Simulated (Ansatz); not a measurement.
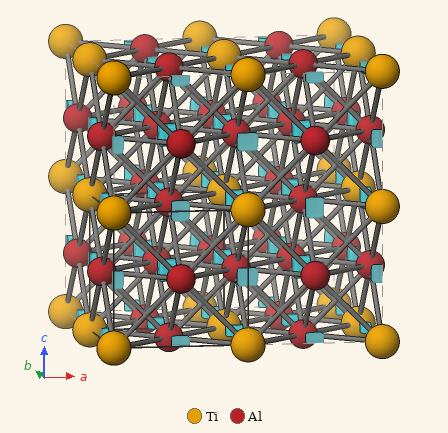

The teal surface encloses the points that the centre of a probe sphere of radius 0.25 Å can occupy in TiAl$_{3}$ (Pm-3m), computed on a grid of about 0.11 Å (2×2×2 cells shown, view slightly off an axis; pale faces close the region where the box cuts it).

Atoms are hard spheres with metallic radii: Ti 1.47 Å, Al 1.43 Å.

The cell is taken from coordinates from a relaxation with Ansatz 0.2.0, DFT r2SCAN, scalar-relativistic, plane waves, PAW.

```yaml
crystal:
  lattice:
    - [3.95567, 0.00000, 0.00000]
    - [0.00000, 3.95567, 0.00000]
    - [0.00000, 0.00000, 3.95567]
  atoms:
    - { symbol: Ti, position: [0.00000, 0.00000, 0.00000] }
    - { symbol: Al, position: [0.50000, 0.50000, 0.00000] }
    - { symbol: Al, position: [0.50000, 0.00000, 0.50000] }
    - { symbol: Al, position: [0.00000, 0.50000, 0.50000] }
```

### Describe the connectivity of the accessible space.

They are isolated pockets that do not connect across cells.

### What share of the cell can the probe's centre reach?

About 1.5 % of the volume (0.92 Å³ of 61.9 Å³).

### Give the largest included and the largest free sphere.

The largest sphere that fits anywhere has a diameter of 1.10 Å; the largest that can travel through the crystal, about 0.3 Å.

### How does the connectivity change as the probe shrinks?

Below a radius of about 0.17 Å the space forms a three-dimensional network. These are grid estimates, good to about 0.05 Å.
